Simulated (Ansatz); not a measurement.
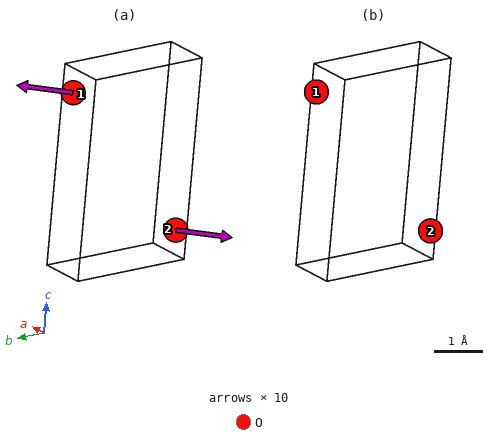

The structure of crystalline O (set up in P-1) before (left) and after (right) a relaxation, at one scale. The purple arrows give the displacements, magnified 10 times.

A ball-and-stick model of the cell of the calculation, reduced to other axes, seen from a free direction. Lengths and directions refer to the drawn axes.

Case: all atoms moved at random, sigma 0.02 Å for each component, cell strained at random, sigma 0.1; relaxed back.

Level of theory: DFT PBE+D3(BJ), scalar-relativistic, plane waves, PAW (Ansatz 0.2.0). (plane-wave cutoff 420 eV; k-point mesh 14 × 14 × 14; occupations gaussian; smearing width 0.15 eV; no spin polarisation; atoms relaxed in a fixed cell; force threshold 0.01 eV/Å; at most 80 steps)

**Summarise the run.**

The largest moves, 0.12 Å, are those of O1 and O2. O1 goes roughly along [1 2 0]. The cell stays as it was. Near-neighbour distances that change, for instance: O1–O2 1.293 → 1.213 Å. The space group stays P-1 (No. 2). The energy falls by 0.274 eV per cell of the calculation in 4 accepted moves (5 points after the start). Largest force component: 4.1 eV/Å at the start, 0.0012 eV/Å at the end. 1 step only repeated the SCF at the same geometry.
